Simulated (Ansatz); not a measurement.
**Geometry relaxation, with input and output: Si$_{16}$C$_{15}$ (part 2 of 3)**

Continued. System: Si$_{16}$C$_{15}$ (defect cell, 31 atoms in the cell). Method: DFT HSE06, scalar-relativistic, plane waves, PAW, no spin polarisation (Ansatz 0.2.0); cutoff 420 eV, 2×2×2 k-mesh, Gaussian smearing of 0.01 eV. The structure derives from a Materials Project entry. It belongs to a series of runs on one base structure; here: C vacancy (site b), charge +0, atoms relaxed at the host's cell.

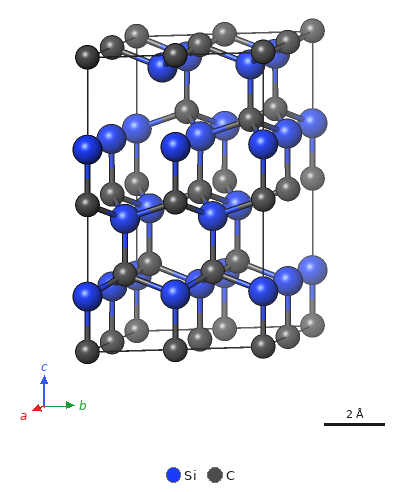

**Figure 1.** The geometry at step 4 of the log (ball-and-stick view of the cell of the calculation, seen slightly off an axis).

What the program printed, continued
```
relax step   3: F+E_penalty+E_count = -13948.72748425 eV  Δ(F+E_penalty+E_count) = -1.047e-1 eV  max|allowed force component| = 1.570e-1 eV/Å  Δτ_max = 0.0708 Å  (10 SCF iters, dr2 threshold 5.83e-5 eV, accepted)
Exchange kernel: α = 0.2500, screened, ω = 0.2079 Å⁻¹, Wigner–Seitz truncation, v(0) = 994.2205 eV·Å³, q-mesh 2×2×2, nearest image of the exchange supercell L = 12.29 Å, pair-density grid 27×27×48, without the augmentation charges, whose exchange is taken in its separable form by FFT convolution over the k-point mesh (sized by the pseudopotential files, 36×36×72 at the most), smooth part of the exact exchange by density-matrix convolution
Frozen-core exchange: fock
preconditioner: auto → none  [insulator: Δε(μ)=0.403 eV  Ē_g=13.405 eV  σ=0.010 eV  W_gap=1.00  n_scr=66 (ndim 8)  ℏωp=22.8 eV  f_vac=0.000  D(μ)=0.00/eV (n_scr^D=0)]
SCF 9 converged in 9 iterations: F = -13948.731734 eV  dr2 = 9.62e-7
  Residual-converged pass: ⟨swp⟩=2.8  Hψ=1256  notcnv=0  max |occ|·‖R‖ = 2.6e-5 eV (tolerance 2.6e-5 eV)  dr2=9.69e-7  dr2_onsite=6.32e-9  max |Δocc| = 1.4e-182
hybrid outer 1: dexx = +6.615e-3 eV, tail = 1.07e-5 eV
Exchange kernel: α = 0.2500, screened, ω = 0.2079 Å⁻¹, Wigner–Seitz truncation, v(0) = 994.2205 eV·Å³, q-mesh 2×2×2, nearest image of the exchange supercell L = 12.29 Å, pair-density grid 27×27×48, without the augmentation charges, whose exchange is taken in its separable form by FFT convolution over the k-point mesh (sized by the pseudopotential files, 36×36×72 at the most), smooth part of the exact exchange by density-matrix convolution
Frozen-core exchange: fock
SCF 10 converged in 2 iterations: F = -13948.731723 eV  dr2 = 8.06e-8
  Residual-converged pass: ⟨swp⟩=3.0  Hψ=1421  notcnv=0  max |occ|·‖R‖ = 5.6e-6 eV (tolerance 6.8e-6 eV)  dr2=7.87e-8  dr2_onsite=2.40e-9  max |Δocc| = 1.2e-184
hybrid outer 2: dexx = +1.506e-7 eV, tail = 1.68e-7 eV, Δε = 1.72e-4 eV (about 2.21e-5 eV left of the loop's levels), ΔF = 3.19e-3 eV/Å (tail 2.71e-3)
relax step   4: F+E_penalty+E_count = -13948.73172357 eV  Δ(F+E_penalty+E_count) = -4.239e-3 eV  max|allowed force component| = 4.069e-2 eV/Å  Δτ_max = 0.0195 Å  (11 SCF iters, dr2 threshold 1.54e-6 eV, accepted)
Exchange kernel: α = 0.2500, screened, ω = 0.2079 Å⁻¹, Wigner–Seitz truncation, v(0) = 994.2205 eV·Å³, q-mesh 2×2×2, nearest image of the exchange supercell L = 12.29 Å, pair-density grid 27×27×48, without the augmentation charges, whose exchange is taken in its separable form by FFT convolution over the k-point mesh (sized by the pseudopotential files, 36×36×72 at the most), smooth part of the exact exchange by density-matrix convolution
Frozen-core exchange: fock
preconditioner: auto → none  [insulator: Δε(μ)=0.412 eV  Ē_g=13.405 eV  σ=0.010 eV  W_gap=1.00  n_scr=66 (ndim 8)  ℏωp=22.8 eV  f_vac=0.000  D(μ)=0.00/eV (n_scr^D=0)]
SCF 11 converged in 10 iterations: F = -13948.732347 eV  dr2 = 2.69e-8
  Residual-converged pass: ⟨swp⟩=2.0  Hψ=1118  notcnv=0  max |occ|·‖R‖ = 5.3e-6 eV (tolerance 6.7e-6 eV)  dr2=2.70e-8  dr2_onsite=4.37e-10  max |Δocc| = 1.1e-192
hybrid outer 1: dexx = +9.579e-4 eV, tail = 1.20e-6 eV
Exchange kernel: α = 0.2500, screened, ω = 0.2079 Å⁻¹, Wigner–Seitz truncation, v(0) = 994.2205 eV·Å³, q-mesh 2×2×2, nearest image of the exchange supercell L = 12.29 Å, pair-density grid 27×27×48, without the augmentation charges, whose exchange is taken in its separable form by FFT convolution over the k-point mesh (sized by the pseudopotential files, 36×36×72 at the most), smooth part of the exact exchange by density-matrix convolution
Frozen-core exchange: fock
SCF iter   1: F=—  HF=-13948.732346 eV  |F-HF|=—  |Δ(HF+E_count)|=         —  Δρ=4.84e-6  dr2=1.17e-7  ethr=4.86e-9  ⟨swp⟩=8.2  Hψ=2510  notcnv=0
preconditioner: auto → none  [insulator: Δε(μ)=0.413 eV  Ē_g=13.405 eV  σ=0.010 eV  W_gap=1.00  n_scr=66 (ndim 8)  ℏωp=22.8 eV  f_vac=0.000  D(μ)=0.00/eV (n_scr^D=0)]
SCF iter   2: F=-13948.732346 eV  HF=-13948.732346 eV  |F-HF|=9.79e-10  |Δ(HF+E_count)|=   2.48e-8  Δρ=1.82e-6  dr2=7.87e-9  ethr=7.91e-11  ⟨swp⟩=3.0  Hψ=1467  notcnv=0
SCF 12 converged in 2 iterations: F = -13948.732346 eV  dr2 = 7.87e-9
  Residual-converged pass: ⟨swp⟩=3.0  Hψ=1326  notcnv=0  max |occ|·‖R‖ = 4.2e-6 eV (tolerance 4.3e-6 eV)  dr2=8.08e-9  dr2_onsite=2.58e-10  max |Δocc| = 2.8e-195
hybrid outer 2: dexx = +1.894e-8 eV, tail = 1.65e-8 eV, Δε = 5.55e-5 eV (about 6.30e-6 eV left of the loop's levels), ΔF = 1.89e-3 eV/Å (tail 9.87e-4)
relax step   5: F+E_penalty+E_count = -13948.73234638 eV  Δ(F+E_penalty+E_count) = -6.228e-4 eV  max|allowed force component| = 1.033e-2 eV/Å  Δτ_max = 0.0076 Å  (12 SCF iters, accepted)
```

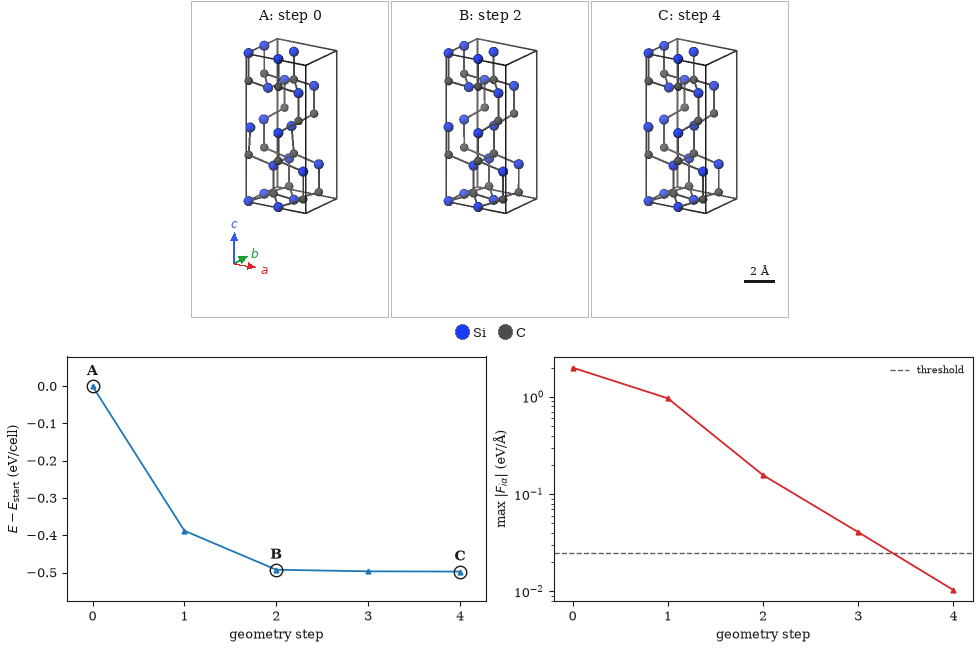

**Figure 2.** Frames of the relaxation (ball-and-stick view of the cell of the calculation (origin shifted), seen slightly off an axis) above the curves, on which the letters mark them (the first geometry is step 0 here and step 1 in the log).

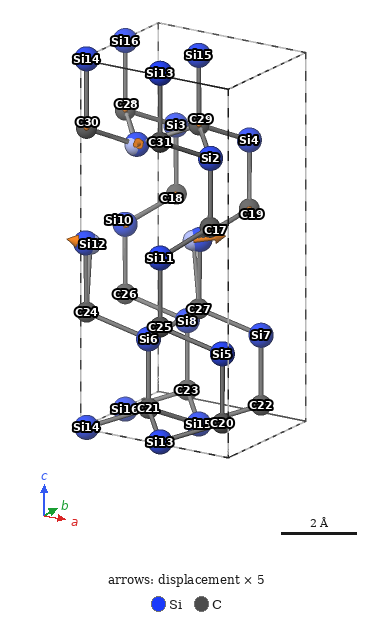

**Figure 3.** Start (faint) and end (solid) with the displacements as orange arrows, magnified 5 times (ball-and-stick view of the cell of the calculation (origin shifted), seen slightly off an axis). Si9 moves most: 0.18 Å. Largest moves by element: Si 0.18 Å, C 0.03 Å. The cell doesn't change. Among the contacts that change: Si9–C19 2.018 → 1.880 Å, Si12–C19 1.984 → 1.880 Å, Si1–C30 1.816 → 1.881 Å, Si1–C28 1.943 → 1.881 Å. Among the angles that change: C17–Si9–C19 103.5° → 111.4°, Si9–C17–Si10 113.7° → 107.1°, C19–Si9–C27 104.2° → 110.1°. The energy falls by 0.497 eV per cell of the calculation in 4 geometry steps. Largest force component: 2 eV/Å at the start, 0.01 eV/Å at the end. (Atoms are counted from 1 in the order of the input.)

```
hybrid SCF converged: 2 outer / 12 inner (+0 warm-up), last move |dexx| = 1.89e-8 eV, tail = 1.65e-8 eV
Stability not checked: this state was not tested for a lower state beside it, because the functional holds exact exchange (a hybrid, or Hartree-Fock), whose exchange loop this test does not read (fock_operator; see scf.lower_state_search)
Free energy (F): -13948.732346 eV
Frozen-core exchange: fock
Harris-Foulkes:  -13948.732346 eV  (|F-HF|=9.79e-10)
Internal energy: -13948.732346 eV  (E = F + TS)
E sigma→0 (E₀):  -13948.732346 eV
Fermi energy:    11.279853 eV
--- Per-component energies (eV) ---
  E_band       = 284.525196
  E_kinetic    = 2077.198429
  E_local      = -1702.056234  (includes V_loc(G=0)·N_el)
  E_nonlocal   = 783.828594
  E_hartree    = 548.735657
  E_xc         = -1330.530091
  E_vxc        = -1363.049234  (∫ρ·V_xc dr)
  E_exx        = -232.798167  (= α·E_x^exact, valence–valence)
  E_paw        = -9774.054554  (= ΣΔE_a)
  E_vpaw       = -143.271929  (= ΣTr[D̂ρ^β])
  E_aug_tail   = 0.000214  (compensation charges beyond the density's cutoff)
  E_ewald      = -4317.852060
  E_core_change = -1.204135  (= ΣΔE_core)
  E_smearing   = -0.000000  (= −TS)
  E_closure    = -0.000000  (closes the sum)
  Σ components = -13948.732346   (vs F -13948.732346, Δ=0.00e0)
--- Forces (eV/Å), atoms counted from 1 ---
  atom   1  Si     0.00369986    -0.00183339    -0.01032544
  atom   2  Si    -0.00053414     0.00147548     0.00450627
  atom   3  Si     0.00010636     0.00089923     0.00412898
  atom   4  Si    -0.00064820    -0.00169078     0.00645848
  atom   5  Si     0.00135194     0.00042293    -0.00491184
  atom   6  Si    -0.00034075    -0.00116894    -0.00573378
  atom   7  Si     0.00137524    -0.00208241    -0.00308230
  atom   8  Si    -0.00070012     0.00123988    -0.00501613
  atom   9  Si     0.00153334     0.00048486     0.00369443
  atom  10  Si    -0.00113577    -0.00011052    -0.00173264
  atom  11  Si    -0.00087151    -0.00016624     0.00394024
  atom  12  Si    -0.00252264    -0.00023679     0.00264108
  atom  13  Si    -0.00047701    -0.00020318    -0.00560258
  atom  14  Si     0.00125667     0.00145707    -0.00942130
  atom  15  Si     0.00066280     0.00076356    -0.00992468
  atom  16  Si     0.00013652    -0.00247704    -0.00751387
  atom  17  C     -0.00080176    -0.00083483    -0.00100787
  atom  18  C     -0.00114550    -0.00210245    -0.00219313
  atom  19  C      0.00012309     0.00254996    -0.00296854
  atom  20  C     -0.00094073     0.00059759     0.00386339
  atom  21  C     -0.00104081    -0.00182840     0.00598270
  atom  22  C      0.00028023    -0.00004615     0.00946284
  atom  23  C      0.00108514     0.00202730     0.00456239
  atom  24  C      0.00196391     0.00112771     0.00184885
  atom  25  C      0.00084904    -0.00148645     0.00055031
  atom  26  C      0.00071518     0.00168352     0.00550097
  atom  27  C     -0.00341489     0.00217053     0.00449339
  atom  28  C     -0.00115285     0.00072232     0.00348777
  atom  29  C      0.00020671    -0.00128169     0.00316455
  atom  30  C      0.00001866     0.00019123    -0.00001139
  atom  31  C      0.00037054    -0.00028100     0.00142613
  max |Σ_I F_I| component: 2.67e-4 eV/Å
--- Band table (eV; the first three rows and the last of 8) ---
  k-point 0: bands = ["-8.2376", "-7.0588", "-6.8031", "-4.6419", "-4.6416", "-4.5747", "-4.3501", "-4.0883", "-4.0882", "-3.8114", "-3.8077", "-3.8074", "-3.3306", "-3.0144", "-3.0141", "-0.6617", "-0.6482", "-0.3637", "-0.3634", "-0.2898", "-0.2895", "-0.0910", "0.6449", "0.9905", "1.3489", "1.3492", "1.7556", "1.7558", "3.3184", "3.4631", "3.4637", "3.4888", "4.0339", "4.2800", "4.2803", "5.1596", "5.2416", "5.3377", "5.3378", "5.7039", "6.0548", "6.1068", "6.1074", "6.2101", "6.3095", "6.3099", "6.7087", "6.7090", "6.7385", "7.0086", "7.0089", "7.4034", "7.4037", "7.5033", "7.7458", "7.7461", "7.9930", "7.9932", "8.2677", "8.5569", "8.5571", "11.0732", "11.9815", "11.9817", "12.1348", "12.1351", "12.4216", "12.8613", "13.5992", "13.6009", "14.2244", "14.2247", "14.3412", "14.7732", "14.7734", "14.9728", "15.1927", "15.2760", "15.2762", "15.3008", "15.8236", "15.9301", "16.0018", "16.0028", "16.4717", "17.0472", "17.0475", "17.1812", "17.1819", "17.2436", "17.2660", "17.3412", "17.3414"]
  k-point 1: bands = ["-7.9985", "-7.8036", "-5.5464", "-5.4527", "-4.4710", "-4.4706", "-4.4335", "-4.4331", "-4.3839", "-3.9599", "-3.3792", "-3.3790", "-3.3319", "-3.3317", "-3.2604", "-0.3946", "-0.1000", "-0.1000", "-0.0927", "0.1135", "0.1498", "0.1500", "0.6719", "0.6720", "0.7175", "0.9033", "1.1622", "1.1625", "1.3533", "4.0460", "4.5722", "4.5727", "4.6061", "4.7115", "4.7118", "5.0660", "5.3986", "5.4354", "5.4398", "5.4399", "5.8345", "5.8347", "6.0419", "6.0422", "6.1272", "6.1273", "6.5850", "6.7495", "7.0101", "7.0538", "7.0539", "7.0650", "7.2322", "7.2323", "7.5955", "7.5955", "7.7131", "8.0869", "8.0870", "8.5201", "8.5203", "10.6001", "12.3125", "12.3130", "12.4155", "12.4157", "12.6088", "12.9430", "13.4135", "13.4149", "14.0836", "14.1965", "14.1973", "14.5096", "14.5865", "14.5867", "15.3286", "15.5995", "16.1714", "16.1720", "16.2007", "16.2010", "16.4202", "16.5042", "16.9019", "17.1344", "17.1345", "17.2458", "17.2465", "17.3922", "17.3928", "17.4463", "17.4905"]
  k-point 2: bands = ["-7.1792", "-7.0106", "-5.9646", "-5.9318", "-5.8850", "-5.5897", "-5.0612", "-4.7888", "-4.1096", "-4.0393", "-3.9917", "-3.7716", "-3.5651", "-2.9749", "-2.7106", "0.0556", "0.3364", "0.5371", "0.9128", "1.0692", "1.0944", "1.1591", "1.3733", "1.7221", "2.4921", "2.6174", "2.9905", "3.0743", "3.0908", "3.2367", "3.2771", "3.3358", "3.5954", "3.6213", "3.7451", "3.7861", "4.0053", "4.5957", "4.7617", "4.9261", "5.2087", "5.3816", "5.3835", "5.5706", "5.6559", "5.8884", "5.9538", "6.0349", "6.2585", "6.2960", "6.4408", "6.5018", "6.7026", "6.8895", "6.8986", "6.9459", "7.3064", "7.7304", "7.7398", "7.9290", "8.1162", "9.9172", "11.4870", "12.6972", "13.4699", "13.6307", "13.6340", "13.8088", "14.1583", "14.3362", "14.3883", "14.7728", "14.9185", "15.0452", "15.0649", "15.3905", "16.1573", "16.4077", "16.4392", "16.6962", "16.9104", "16.9409", "17.0858", "17.1741", "17.7833", "17.8400", "17.9062", "17.9096", "17.9621", "17.9942", "18.1976", "18.3227", "18.3423"]
  k-point 7: bands = ["-6.8737", "-6.8519", "-6.8378", "-6.4933", "-4.8038", "-4.7805", "-4.7683", "-4.7304", "-4.5574", "-4.5145", "-4.4948", "-3.8008", "-3.1698", "-3.1116", "-3.0587", "-0.0538", "0.7199", "0.7724", "0.8693", "0.9173", "1.5666", "1.6139", "1.6272", "1.7313", "1.7314", "2.0739", "2.3333", "3.0456", "3.5596", "3.5780", "3.5981", "3.6403", "3.6789", "3.7247", "3.8260", "4.1390", "4.2277", "4.3594", "4.5424", "4.6301", "4.8666", "4.9053", "4.9615", "4.9718", "5.2590", "5.2707", "6.2379", "6.2871", "6.3124", "6.3532", "6.8645", "6.8674", "6.8992", "7.0004", "7.1074", "7.3214", "7.4007", "7.6798", "7.7313", "7.7577", "8.0007", "10.1394", "11.8197", "12.5179", "13.7134", "13.7861", "13.8007", "13.8622", "13.8745", "13.9311", "14.0433", "14.1777", "15.4836", "15.5847", "15.6140", "15.7827", "15.8616", "15.8989", "16.0841", "16.2541", "16.8298", "16.8779", "17.0038", "17.0223", "17.1011", "17.1163", "17.2035", "17.9058", "18.5165", "18.5513", "18.5557", "18.5778", "18.5877"]
```
